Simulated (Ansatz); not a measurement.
Consider KBr.

```
CELL_PARAMETERS angstrom
5.51120 0.00000 0.00000
-2.75560 4.77284 0.00000
0.00000 0.00000 12.75732
ATOMIC_POSITIONS crystal
K 0.00000 0.00000 0.96700
K 0.33333 0.66667 0.21424
K 0.00000 0.00000 0.46700
K 0.66667 0.33333 0.71424
Br 0.00000 0.00000 0.21801
Br 0.33333 0.66667 0.47575
Br 0.00000 0.00000 0.71801
Br 0.66667 0.33333 0.97575
```

Space group P6₃mc; started from the 4H polytype prototype, which need not be the ambient phase.

All numbers below come from DFT, r2SCAN+rVV10, plane waves, PAW in Ansatz.

What will maps of the valence pseudo-density and electron localisation function show?

Answer. K–Br (3.18 Å): the density is about 0.11 e/Å³ at the midpoint; the ELF is about 0.15 at the midpoint and 0 at its lowest between the atoms: a largely ionic contact.
K–Br (3.34 Å): ρ is about 0.08 e/Å³ halfway, with its minimum of 0.07 e/Å³ about 1.5 Å from K; the ELF is about 0.15 at the midpoint and 0 at its lowest between the atoms: an ionic contact with no shared pair.

Does the calculation give a band gap?

Answer. It is gapped, with a Kohn–Sham gap of 4.5 eV on the k-point mesh, an upper bound to the gap of this method.

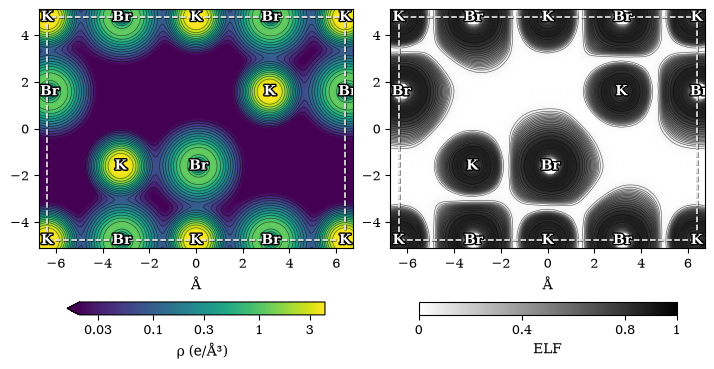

Computed valence pseudo-density and electron localisation function on the (110) plane of the conventional cell, in this order. 

In a PAW calculation such maps are meaningful between the atoms, not at the nuclei.
